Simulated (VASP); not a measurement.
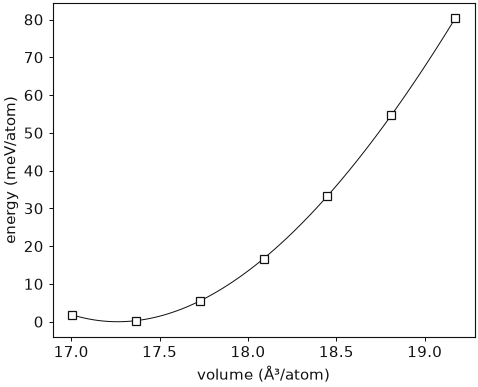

The plot gives the computed energy against volume for ZrS, space group Fm-3m (No. 225).

The given structure:
```
Zr S
1.0
     0.00000    2.62500    2.62500
     2.62500    0.00000    2.62500
     2.62500    2.62500    0.00000
Zr S
1 1
Cartesian
  0.0000 0.0000 0.0000
  2.6250 2.6250 2.6250
```

Method: plane-wave DFT, no spin polarisation; energies at scaled volumes of the given cell, shape and fractions fixed, counted from the fit's minimum, third-order Birch-Murnaghan fit (VASP 6.6.1). Level: PBEsol.

```
       setting                                 value
        k mesh                                 9×9×9
   occupations                           Fermi–Dirac
smearing width                               0.05 eV
    potentials  VASP PAW PBE potentials, recommended
   wave cutoff                                520 eV
```

From this curve and the settings, what does the calculation give for the pressure at the same points?

The pressure falls from 2.23 GPa at volume 17.00 Å³/atom to −12.32 GPa at 19.17 Å³/atom, and changes sign near 17.26 Å³/atom.

| volume (Å³/atom) | pressure (GPa) |
| --- | --- |
| 17.00 | 2.23 |
| 17.36 | −0.94 |
| 17.73 | −3.77 |
| 18.09 | −6.29 |
| 18.45 | −8.54 |
| 18.81 | −10.54 |
| 19.17 | −12.32 |
